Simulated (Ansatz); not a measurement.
**A hole started on a pair of O atoms pulled together in MgO (Fm-3m)**

Question: is an added hole in MgO (Fm-3m) a free carrier or a small polaron? The trial puts it on a pair of O atoms pulled together. The model is a cell of 128 host atoms; several levels of theory are compared, with their cost.

Program: Ansatz 0.2.0. Level of theory: plane-wave PAW DFT, PBE0 form with 0.309 exact exchange; relaxation of all atoms of a supercell at fixed charge in a uniform background; PAW set soft_1. Results are calculated unless marked as measured.

In doubt: the hybrid run may have settled on a false gap or state (step 2), so the values of those runs are not to be relied on.

## (1) Starting point

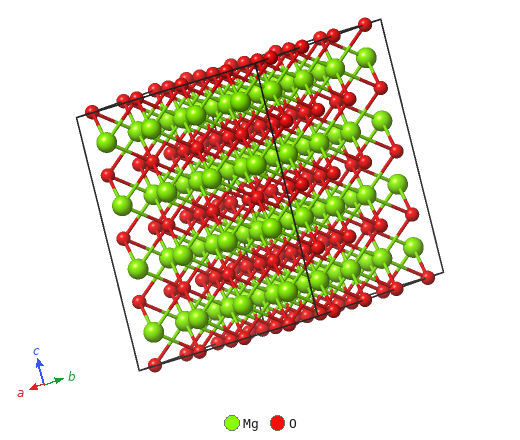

The starting structure, seen slightly off an axis (magnesium green, oxygen red). Some periodic images of atoms are drawn too.

The cell holds 128 atoms: 64 Mg and 64 O. Cell: a = 11.921 Å, b = 11.921 Å, c = 11.921 Å, α = 60.0°, β = 60.0°, γ = 60.0°. It derives from MgO (space group Fm-3m). Nearest the centre at fractional (0.250, 0.625, 0.375): O52 at 1.08 Å, O20 at 1.08 Å, Mg53 at 1.49 Å, Mg59 at 1.49 Å, O22 at 2.58 Å, O44 at 2.58 Å, O28 at 2.58 Å, Mg51 at 2.58 Å. The cell carries charge +1.

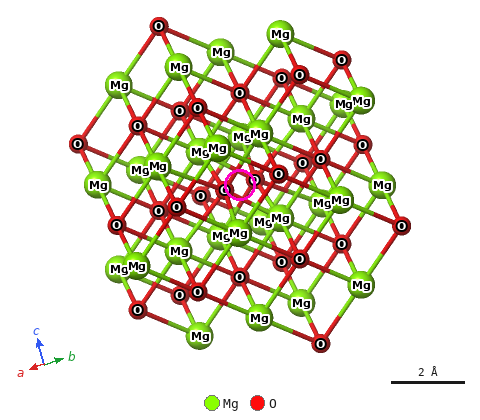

The atoms within 5 Å of the centre. A ring marks the centre wherever it is empty.

Screening for the image-charge correction: ε∞ = 3.24, ε0 = 10.37, computed on the host (DFPT, PBEsol).

The cell's shortest repeat is 11.9 Å.

The centre named in tables marks the trial (a pair of O atoms pulled together), and distances without another origin count from it. The distances above are those of the displaced start.

## (2) Relaxation with the hole, PBE0 (α = 0.309)

A share of exact exchange removes much of the self-interaction that would spread the carrier over the cell. Its share α is set to 1/ε∞ of the host. A carrier doesn't trap itself from the perfect lattice, where equivalent sites compete, so the atoms around the trial site start displaced and the spin starts there. The total moment is locked to that of one carrier.

Input file qp1_M1_trap.hrelax/input.yaml:

```yaml
crystal:
  lattice:
    - [0.0, 8.42973141, 8.42973141]
    - [8.42973141, 0.0, 8.42973141]
    - [8.42973141, 8.42973141, 0.0]
  atoms:
    - { symbol: Mg, position: [0.0, 0.0, 0.0] }
    - { symbol: O, position: [0.125, 0.125, 0.125] }
    - { symbol: Mg, position: [0.0, 0.0, 0.25] }
[... 1 atom line left out ...]
    - { symbol: Mg, position: [0.0, 0.0, 0.5] }
[... 6 atom lines left out ...]
    - { symbol: O, position: [0.125, 0.375, 0.375] }
[... 1 atom line left out ...]
    - { symbol: O, position: [0.125, 0.375, 0.625] }
[... 3 atom lines left out ...]
    - { symbol: O, position: [0.125, 0.625, 0.125] }
[... 1 atom line left out ...]
    - { symbol: O, position: [0.159165, 0.625, 0.375], spin: 0.5 }
    - { symbol: Mg, position: [0.0, 0.5, 0.5] }
    - { symbol: O, position: [0.125, 0.625, 0.625] }
    - { symbol: Mg, position: [0.0, 0.5, 0.75] }
[... 2 atom lines left out ...]
    - { symbol: O, position: [0.125, 0.875, 0.125] }
    - { symbol: Mg, position: [0.0, 0.75, 0.25] }
    - { symbol: O, position: [0.125, 0.875, 0.375] }
    - { symbol: Mg, position: [0.0, 0.75, 0.5] }
    - { symbol: O, position: [0.125, 0.875, 0.625] }
    - { symbol: Mg, position: [0.0, 0.75, 0.75] }
[... 1 atom line left out ...]
    - { symbol: Mg, position: [0.25, 0.0, 0.0] }
[... 1 atom line left out ...]
    - { symbol: Mg, position: [0.25, 0.0, 0.25] }
[... 6 atom lines left out ...]
    - { symbol: O, position: [0.375, 0.375, 0.125] }
[... 1 atom line left out ...]
    - { symbol: O, position: [0.375, 0.375, 0.375] }
    - { symbol: Mg, position: [0.25, 0.25, 0.5] }
    - { symbol: O, position: [0.375, 0.375, 0.625] }
    - { symbol: Mg, position: [0.25, 0.25, 0.75] }
[... 2 atom lines left out ...]
    - { symbol: O, position: [0.375, 0.625, 0.125] }
    - { symbol: Mg, position: [0.25, 0.5, 0.25] }
    - { symbol: O, position: [0.340835, 0.625, 0.375], spin: 0.5 }
    - { symbol: Mg, position: [0.25, 0.5, 0.5] }
    - { symbol: O, position: [0.375, 0.625, 0.625] }
    - { symbol: Mg, position: [0.25, 0.5, 0.75] }
[... 1 atom line left out ...]
    - { symbol: Mg, position: [0.25, 0.75, 0.0] }
    - { symbol: O, position: [0.375, 0.875, 0.125] }
    - { symbol: Mg, position: [0.25, 0.75, 0.25] }
    - { symbol: O, position: [0.375, 0.875, 0.375] }
    - { symbol: Mg, position: [0.25, 0.75, 0.5] }
[... 12 atom lines left out ...]
    - { symbol: O, position: [0.625, 0.375, 0.125] }
[... 1 atom line left out ...]
    - { symbol: O, position: [0.625, 0.375, 0.375] }
    - { symbol: Mg, position: [0.5, 0.25, 0.5] }
[... 4 atom lines left out ...]
    - { symbol: O, position: [0.625, 0.625, 0.125] }
    - { symbol: Mg, position: [0.5, 0.5, 0.25] }
[... 1 atom line left out ...]
    - { symbol: Mg, position: [0.5, 0.5, 0.5] }
[... 3 atom lines left out ...]
    - { symbol: Mg, position: [0.5, 0.75, 0.0] }
[... 1 atom line left out ...]
    - { symbol: Mg, position: [0.5, 0.75, 0.25] }
[... 24 atom lines left out ...]
    - { symbol: O, position: [0.875, 0.625, 0.375] }
[... 1 atom line left out ...]
    - { symbol: O, position: [0.875, 0.625, 0.625] }
[... 5 atom lines left out ...]
    - { symbol: O, position: [0.875, 0.875, 0.375] }
[... 1 atom line left out ...]
    - { symbol: O, position: [0.875, 0.875, 0.625] }
[... 1 atom line left out ...]
    - { symbol: O, position: [0.875, 0.875, 0.875] }
  host:
    repeats: [4, 4, 4]
    atoms:
      - { symbol: Mg, position: [0.0, 0.0, 0.0] }
      - { symbol: O, position: [0.5, 0.5, 0.5] }
total_charge: 1
basis:
  ecutwfc: 420
  xc_grid: 2
hamiltonian:
  xc: { preset: pbe0, exx: 0.309 }
  pseudopotentials: { kind: paw, azcp: { folder: soft_1 } }
kpoints:
  mp_grid: { grid: [1, 1, 1] }
magnetization:
  spin_polarized: true
  initial_magnetization: 1
  spin_locking: { lock_magnetization: hard }
scf:
  occupations: { method: fixed }
  max_iter: 80
output:
  forces: true
  charged_corrections:
    epsilon: 3.24
    static_epsilon: 10.37
    defect_position: [0.25, 0.625, 0.375]
relax:
  f_tol: 0.03
  max_steps: 45
  random_displacement: { amplitude: 0.02, seed: 4082 }
checkpoint:
  write: "../qp1_M1_trap.hrelax.run"
  compress: false
  write_wavefunctions: true
  write_every: 100000
```

The run is started by

```bash
$ ansatz run input.yaml --threads 32 --pin off --max-ram 84787MiB --backend cuda --events-out ev --progress --plain --runs-dir out --max-vram 78GiB
```

Numbers of over 12 decimals in the logs are rounded to 6 here.

Log:

```text
[... repeated set-up lines and file paths are left out, and long positions are rounded to six places ...]
Engine: ansatz 0.2.0, aarch64-unknown-linux-gnu
Pseudopotentials: kind: paw
Pseudopotential: Mg, paw, valence charge 10, recommended cutoff 420 eV (normal), soft_1/Mg.paw.azcp
Pseudopotential: O, paw, valence charge 6, recommended cutoff 420 eV (normal), soft_1/O.paw.azcp
Functional definition: unnamed
  parameter a_1 = 0.309
  exchange = (1 - a_1)*pbe_x + a_1*exact_x
  correlation = pbe_c
davidson cushion auto → on  (no smearing: the cushion is to keep the highest requested band from converging to the state above it; pin scf.eigensolver.cushion to override)
[...]
Crystal: 128 atoms, lattice volume = 1198.040 Å³
Basis set: ecut = 420 eV, 23409 PW (Γ), exchange–correlation on 160×160×160 points (8 copies of the dense FFT grid, shifted against one another)
Bands: 640, of which v1, the nominal top of the filled ones, is band 512 counted from 1 (511 counted from 0)
Symmetry: 1 space group operations
k-points: 1
Non-local potential: Mg, projectors of the file, l = 0: 3, l = 1: 2, l = 2: 1
Non-local potential: O, projectors of the file, l = 0: 2, l = 1: 2, l = 2: 1
PAW form: soft (Blöchl's): semilocal exchange-correlation on the pseudo side does not see the compensation charge
PAW frozen core: Mg, regenerated for the run's functional, and the local potential with it (the file was generated under x = pbe(κ = 0.804, μ = 0.219515), c = pbe(β = 0.066725))
PAW frozen core: O, regenerated for the run's functional, and the local potential with it (the file was generated under x = pbe(κ = 0.804, μ = 0.219515), c = pbe(β = 0.066725))
PAW one-centre angular grid: Mg, 110 points (default); XC on 64 Gauss nodes
PAW one-centre angular grid: O, 110 points (default); XC on 64 Gauss nodes
Initial density: superposition of atomic densities (chi_scale 0.1, normalization cell, long waves kept (reshape's long-wave potential 0.07 eV rms))
Starting moments: Σ|m| = 1 μB on 2 of 128 sites
Initial wavefunctions: pseudopotential atomic-orbital guess
[...]
Functional: x = pbe(κ = 0.804, μ = 0.219515), c = pbe(β = 0.066725), warm-up for x = 0.691 pbe(κ = 0.804, μ = 0.219515) + 0.309 exact, c = pbe(β = 0.066725)
iter 1 solved again at ethr=3.60e-3 eV; its pass at ethr=1.00e-1 eV (dr2=3.69e1 eV) is discarded
SCF iter   1: F=—  HF=-159628.121028 eV  |Δ(HF+E_count)|=         —  Δρ=3.73e-2 (↑3.66e-2 ↓3.73e-2)  dr2=3.65e1  dr2_m=1.70e-1  M=1.000 μB ∫|m|=1.070 μB  Hψ=8890  reapply=2
preconditioner: auto → none  [insulator: Δε(μ)=0.644 eV  Ē_g=15.618 eV  n_scr=338 (ndim 8)  ℏωp=24.3 eV  f_vac=0.000]
SCF iter   2: F=—  HF=-159626.123944 eV  |Δ(HF+E_count)|=    2.00e0  Δρ=2.63e-2 (↑2.34e-2 ↓2.63e-2)  dr2=1.76e1  dr2_m=3.53e-1  M=1.000 μB ∫|m|=1.179 μB  Hψ=2826
[...]
SCF iter  16: F=-159629.182381 eV  HF=-159629.182381 eV  |Δ(HF+E_count)|=   1.08e-8  Δρ=1.16e-6 (↑6.88e-7 ↓1.16e-6)  dr2=1.77e-8  dr2_m=5.44e-9  M=1.000 μB ∫|m|=1.124 μB  Hψ=2891
SCF 1 converged in 16 iterations: F = -159629.182381 eV  dr2 = 1.77e-8
  greatest PAW one-centre occupation: 1.000 electrons in one spin orbital (limit 2), on the Mg atom at site 52 (counted from 0), in its partial waves of l = 0
the semilocal start has a gap of 0.076 eV: under exact exchange another state, often on complex orbitals, can lie lower than the one that it leads to. A single point with scf.lower_state_search: full and scf.eigensolver.gamma_real: false can look for it
[...]
Starting moments: Σ|m| = 1 μB on 2 of 128 sites; this step starts from the density that it was given
[...]
Exchange kernel: α = 0.3090, full range, Wigner–Seitz truncation, v(0) = 3910.4458 eV·Å³, q-mesh 1×1×1, nearest image of the exchange supercell L = 11.92 Å, pair-density grid 48×48×48, without the augmentation charges, whose exchange is taken in its separable [...]
Frozen-core exchange: fock
[...]
SCF 2 stopped early in 6 iterations: F = -159665.812461 eV  dr2 = 1.91e-4
[...]
hybrid outer 1: dexx = +1.342e0 eV, tail = 5.59e-3 eV
[...]
hybrid outer 2: dexx = +2.932e-4 eV, tail = 3.53e-5 eV, Δε = 1.70e-2 eV (about 9.23e-4 eV left of the loop's levels), ΔF = 1.15e-1 eV/Å (tail 3.76e-2)
[...]
SCF 10 converged in 6 iterations: F = -159668.047731 eV  dr2 = 2.76e-6
[...]
SCF 14 converged in 7 iterations: F = -159668.062224 eV  dr2 = 1.35e-8
[...]
SCF 18 converged in 5 iterations: F = -159668.063241 eV  dr2 = 3.79e-8
[...]
relax step   9: F+E_penalty+E_count = -159668.05677482 eV  Δ(F+E_penalty+E_count) = +6.466e-3 eV  max|allowed force component| = 1.532e-1 eV/Å  Δτ_max = 0.0478 Å  (22 SCF iters, rejected (line search))
[... the SCF cycles and remarks between the steps are left out from here to the last step ...]
relax step  14: F+E_penalty+E_count = -159668.06895241 eV  Δ(F+E_penalty+E_count) = -1.893e-3 eV  max|allowed force component| = 4.702e-2 eV/Å  Δτ_max = 0.0066 Å  (14 SCF iters, dr2 threshold 1.63e-6 eV, accepted)
[...]
hybrid outer 2: dexx = +1.297e-3 eV, tail = 9.68e-4 eV, Δε = 5.72e-2 eV (about 4.55e-2 eV left of the loop's levels), ΔF = 3.35e-1 eV/Å (tail 6.13e-1)
[...]
hybrid outer 2: dexx = +1.939e-6 eV, tail = 6.24e-8 eV, Δε = 2.64e-3 eV (about 2.48e-4 eV left of the loop's levels), ΔF = 7.82e-3 eV/Å (tail 2.34e-3)
[...]
hybrid outer 4: dexx = +9.928e-9 eV, tail = 1.01e-7 eV, Δε = 1.38e-5 eV (about 1.63e-4 eV left of the loop's levels), ΔF = 1.50e-4 eV/Å (tail 4.70e-3)
[...]
hybrid outer 2: dexx = +4.959e-5 eV, tail = 1.53e-6 eV, Δε = 6.17e-3 eV (about 1.86e-4 eV left of the loop's levels), ΔF = 6.44e-2 eV/Å (tail 1.50e-2)
[...]
hybrid outer 1: dexx = +6.335e-2 eV, tail = 3.37e-4 eV
[...]
SCF iter   1: F=—  HF=-159668.078478 eV  |Δ(HF+E_count)|=         —  Δρ=9.14e-6 (↑9.14e-6 ↓7.39e-6)  dr2=1.46e-6  dr2_m=1.27e-7  M=1.000 μB ∫|m|=1.221 μB  Hψ=2954
SCF iter   2: F=—  HF=-159668.078479 eV  |Δ(HF+E_count)|=   7.95e-7  Δρ=7.39e-6 (↑7.39e-6 ↓6.77e-6)  dr2=7.78e-7  dr2_m=1.32e-7  M=1.000 μB ∫|m|=1.221 μB  Hψ=3957
SCF iter   3: F=—  HF=-159668.078479 eV  |Δ(HF+E_count)|=   2.21e-9  Δρ=4.12e-6 (↑4.12e-6 ↓2.78e-6)  dr2=6.95e-7  dr2_m=1.29e-8  M=1.000 μB ∫|m|=1.221 μB  Hψ=3486
SCF iter   4: F=-159668.078479 eV  HF=-159668.078479 eV  |Δ(HF+E_count)|=   1.33e-7  Δρ=1.72e-6 (↑1.72e-6 ↓1.21e-6)  dr2=2.00e-8  dr2_m=1.48e-8  M=1.000 μB ∫|m|=1.221 μB  Hψ=3084
SCF 55 converged in 4 iterations: F = -159668.078479 eV  dr2 = 2.00e-8
[...]
hybrid outer 2: dexx = +1.211e-6 eV, tail = 1.01e-7 eV, Δε = 9.23e-4 eV (about 4.93e-5 eV left of the loop's levels), ΔF = 1.23e-2 eV/Å (tail 3.40e-3)
[...]
relax step  23: F+E_penalty+E_count = -159668.07847930 eV  Δ(F+E_penalty+E_count) = -6.037e-4 eV  max|allowed force component| = 7.941e-3 eV/Å  Δτ_max = 0.0079 Å  (11 SCF iters, accepted)
hybrid SCF converged: 2 outer / 11 inner (+0 warm-up), last move |dexx| = 1.21e-6 eV, tail = 1.01e-7 eV
Magnetization: 1.0000 μB (512.0000 up, 511.0000 down)
Absolute magnetization: 1.2201 μB (∫|ρ↑−ρ↓|, with the PAW one-centre terms)
Spin contamination: 0.0090 ħ² per cell (⟨S²⟩ above its minimum at these occupations)
Per-site moments (μB) at R_I (Å): [(-1.6749013980823198e-5, 0.863370), (0.000126738, 0.866148), (-0.000119947, 0.866042), [... 6 left out ...]
Free energy (F): -159668.078479 eV
Harris-Foulkes:  -159668.078479 eV  (|F-HF|=5.24e-9)
Internal energy: -159668.078479 eV  (E = F + TS)
E sigma→0 (E₀):  -159668.078479 eV
Fermi energy:    5.989533 (↑ 5.979705, ↓ 5.989533) eV
--- Per-component energies (eV) ---
  E_band       = -23096.177209
  E_kinetic    = 15650.860565
  E_local      = -108498.412842  (includes V_loc(G=0)·N_el)
  E_nonlocal   = 15651.494345
  E_hartree    = 36087.665482
  E_xc         = -4627.288314
  E_vxc        = -5925.558828  (∫ρ·V_xc dr)
  E_exx        = -6184.459227  (= α·E_x^exact, valence–valence)
  E_paw        = -25296.923075  (= ΣΔE_a)
  E_vpaw       = 218.981259  (= ΣTr[D̂ρ^β])
  E_aug_tail   = 0.045561  (compensation charges beyond the density's cutoff)
  E_ewald      = -82446.337979
  E_core_change = -4.722996  (= ΣΔE_core)
  E_smearing   = -0.000000  (= −TS)
  E_closure    = -0.000000  (closes the sum)
  E_deformation_potential = 18.242108  (in the stress; not in F)
  Σ components = -159668.078479   (vs F -159668.078479, Δ=0.00e0)
--- Forces (eV/Å), atoms counted from 1 ---
  atom   1  Mg    -0.00014072     0.00173741    -0.00149872
  atom   2  O      0.00102482    -0.00309301    -0.00109672
  [... 4 atoms left out ...]
  [... 122 more lines of this table ...]
  max |Σ_I F_I| component: 1.87e-4 eV/Å
--- Charged-cell corrections in eV (Makov–Payne, q = +1.000 e, ε = 10.370) ---
  F (periodic)     = -159668.078479  (uncorrected; the corrections below are reported, never added to it)
  E_corr1          = +0.188810  (monopole, q²α_M/2εL)
  F Makov-Payne    = -159667.889669  (F + E_corr1; no measured alignment; for a localised charge, not one spread in a band: unchecked)
  no potential alignment in this run, which stands beside a crystal: run the host's input off ansatz write-host-input, and read the two finished runs by ansatz place-levels (neither reads a slab, a wire or a sheet, whose cell leaves a vacuum)
--- Band table (eV) ---
  k-point 0 ↑: bands = ["-71.8730", "-71.8723", "-71.8696", "-71.8689", "-71.7993", "-71.7991", "-71.7539", "-71.7527", "-71.7512", [... rest cut ...]
  k-point 0 ↓: bands = ["-71.8757", "-71.8749", "-71.8723", "-71.8716", "-71.8014", "-71.8012", "-71.7546", "-71.7534", "-71.7519", [... rest cut ...]
  guard bands above this table: 59 of the run's 640 bands. The solve was not asked for them (output.publish_guard_bands: true or output.eigenvalues: true publishes all)
--- Relaxed structure (23 steps of the walk, 18 accepted, 0 SCFs on fresh bases) ---
  F+E_penalty+E_count = -159668.07847930 eV   max|allowed force component| = 7.941e-3 eV/Å
  atoms:
    - { symbol: Mg, position: [9.099338739409146e-5, 0.001498, -0.001801] }
    - { symbol: O, position: [0.125145, 0.125055, 0.124891] }
    [... 4 atoms left out ...]
  [... 122 more lines of this table ...]
```

Elapsed: 4.5 min, on 1 × NVIDIA GB200 with 32 threads of Arm Neoverse V2, shared host; peak memory 2.7 GiB; 12 min of CPU time.

Relaxation path (22 of 23):

| step | energy less that of the first step (eV) | largest force component (eV/Å) |
| --- | --- | --- |
| 1 | 0.0000 | 3.4299 |
| 2 | -1.4387 | 2.0143 |
| 3 | -2.1007 | 0.8049 |
| 4 | -2.2382 | 0.1894 |
| 5 | -2.2508 | 0.0638 |
| 6 | -2.2527 | 0.0284 |
| 7 | -2.2532 | 0.0229 |
| 8 | -2.2537 | 0.0271 |
| 9 | -2.2473 | 0.1532 |
| 10 | -2.2548 | 0.0359 |
| 11 | -2.1926 | 0.3911 |
| 13 | -2.2575 | 0.0404 |
| 14 | -2.2594 | 0.0470 |
| 15 | -2.2615 | 0.0563 |
| 16 | -1.1749 | 2.0642 |
| 17 | -2.2634 | 0.0492 |
| 18 | -2.1718 | 0.4529 |
| 19 | -2.2661 | 0.0415 |
| 20 | -2.2394 | 0.2444 |
| 21 | -2.2682 | 0.0242 |
| 22 | -2.2684 | 0.0257 |
| 23 | -2.2690 | 0.0079 |

Relaxation steps 9, 11, 16, 18, 20 were tried and not accepted.

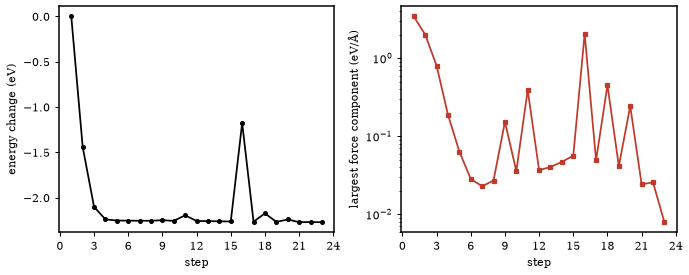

Energy and largest force along the relaxation.

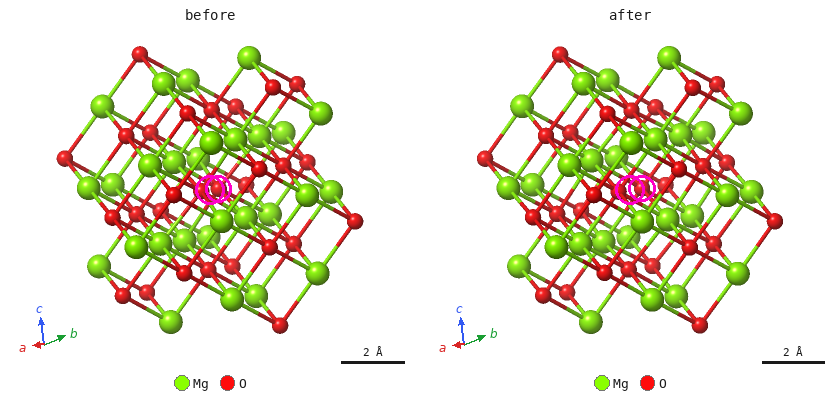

Before and after: the atoms that start within 5 Å of the centre. O20, which moves most, is ringed if it is among them. A ring with no atom in it marks the empty centre.

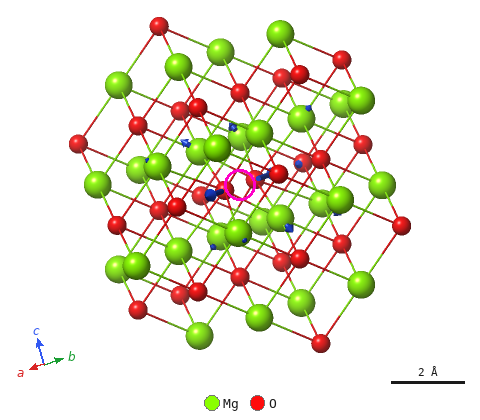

Displacements in the relaxation from the typed sites near the centre, exaggerated, the mean shift taken out; the longest in the cell stands for 0.40 Å. A ring marks the centre wherever it is empty.

The atoms that moved most (Å, from the sites as typed, ahead of the random displacement, the mean shift of all atoms taken out):

| atom | dx | dy | dz | length |
| --- | --- | --- | --- | --- |
| O20 | 0.000 | -0.285 | -0.285 | 0.403 |
| O52 | 0.000 | 0.239 | 0.239 | 0.339 |
| Mg59 | 0.000 | -0.039 | 0.090 | 0.098 |
| Mg53 | 0.000 | 0.090 | -0.039 | 0.098 |
| Mg21 | 0.000 | 0.038 | -0.090 | 0.098 |
| Mg27 | 0.000 | -0.090 | 0.038 | 0.098 |
| O116 | 0.000 | 0.047 | 0.047 | 0.067 |
| Mg51 | -0.055 | 0.001 | 0.001 | 0.055 |

The moves above count from the input, in which the atoms at the trial site were already displaced.

Neighbours of the ideal centre at the end:

| atom | distance (Å) |
| --- | --- |
| O52 | 1.422 |
| O20 | 1.485 |
| Mg53 | 1.582 |
| Mg59 | 1.582 |
| O22 | 2.566 |
| O28 | 2.566 |
| O44 | 2.570 |
| O50 | 2.571 |
| Mg61 | 2.580 |
| Mg83 | 2.584 |
| Mg29 | 2.623 |
| Mg51 | 2.628 |

Largest moments: 0.55 μB on O20, 0.13 μB on O52 and 0.12 μB on O116. The sizes of the moments in the atoms' spheres add to about 1.0 μB, shared by 3.1 atoms in effect, 91 % of it within 3.2 Å of the largest: the carrier is localised at or next to the trial site.

## (3) The states that it is compared with

Its energy has a meaning only beside the cell without the carrier and the carrier left in the undistorted cell, under the same functional.

Times on 1 × NVIDIA GB200 with 32 threads of Arm Neoverse V2, shared host:

| charge | start | kind | largest moment on one atom (μB) | time |
| --- | --- | --- | --- | --- |
| 0 | ideal sites | relaxation | - | 11 s |
| +1 | ideal sites | single point, state in doubt | 0.02 | 22 s |

Distances from O20, which holds the largest moment, without and with the hole:

| atom | without (Å) | with (Å) | change (Å) |
| --- | --- | --- | --- |
| Mg27 | 2.11 | 2.20 | 0.09 |
| Mg21 | 2.11 | 2.20 | 0.09 |
| Mg29 | 2.11 | 2.16 | 0.05 |
| Mg59 | 2.11 | 2.19 | 0.08 |
| Mg51 | 2.11 | 2.16 | 0.05 |
| Mg53 | 2.11 | 2.19 | 0.08 |

Among the unlike neighbours of O20, the distance changes most, or as much as any, to Mg27, from 2.11 to 2.20 Å.

(Part 1 of 2 ends here.)

[Logs are printed without paths, hosts, clocks, repeated set-up lines and the standing remarks that a program may print on its own settings, such as how far it seeks lower states.]

[Hosts, paths, dates, database ids (printed as entryN), source tags and the programs' standing remarks are cut or masked in the printed files.]

[For some hosts the program warned that the k-mesh of the response run may be too coarse for force constants and the static dielectric constant; such warnings are not shown here.]
